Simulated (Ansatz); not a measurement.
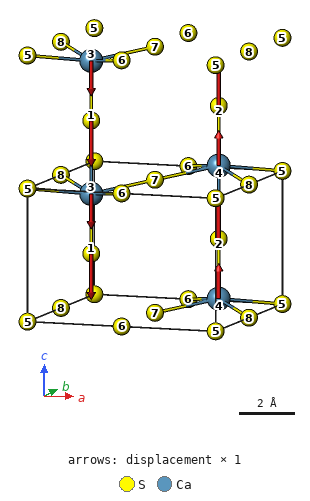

A relaxation of crystalline CaS$_{3}$ (a generated structure, set up in P4/nmm) (cell charge +1). The starting structure is drawn; red arrows show the displacements (the part carried along by the change of the cell is left out), at their true length.

A ball-and-stick model of the cell of the calculation, repeated 1 × 1 × 2 with one cell outlined, seen slightly off an axis.

The calculation used DFT, PAW plane waves, PBE in Ansatz 0.2.0. Set-up: plane-wave cutoff 420 eV; k-point mesh 3 × 3 × 4; occupations fermi dirac; smearing width 0.1 eV; no spin polarisation; cell and atoms relaxed; at most 40 steps.

### What happened in the run?

The largest moves relative to the cell, 1.74 Å, are those of S1 and S2. S2 goes along +c. By element the largest moves are S 1.74 Å, Ca 1.33 Å. The volume changes by −14.0 %, with a = b 7.329 → 6.357 Å (−13.3 %), c 4.938 → 5.641 Å (+14.2 %). Some distances before and after: S1–S5 3.505 → 2.442 Å, S1–Ca3 2.218 → 2.943 Å, Ca3–S5 2.616 → 2.844 Å, S1–Ca3 (another image) 2.720 → 2.698 Å. Bond angles that change, for instance: S5–Ca3–S7 164.2° → 104.4°, S1–Ca3–S5 97.9° → 127.8°, S5–Ca3–S6 88.9° → 68.0°. The space group stays P4/nmm (No. 129). After 13 accepted moves (15 points after the start) the energy has fallen by 1376 meV per atom. The largest force component goes from 5.3 to 0.0028 eV/Å. The pressure goes from 5.64 to 0.00 GPa. The SCF was repeated twice at an unchanged geometry on a basis and grid sized afresh for the cell, which shifted the energy by 0.3 meV per atom at most.

Limits of the set-up: the cell is charged, on a uniform background, and energies carry no finite-size correction.
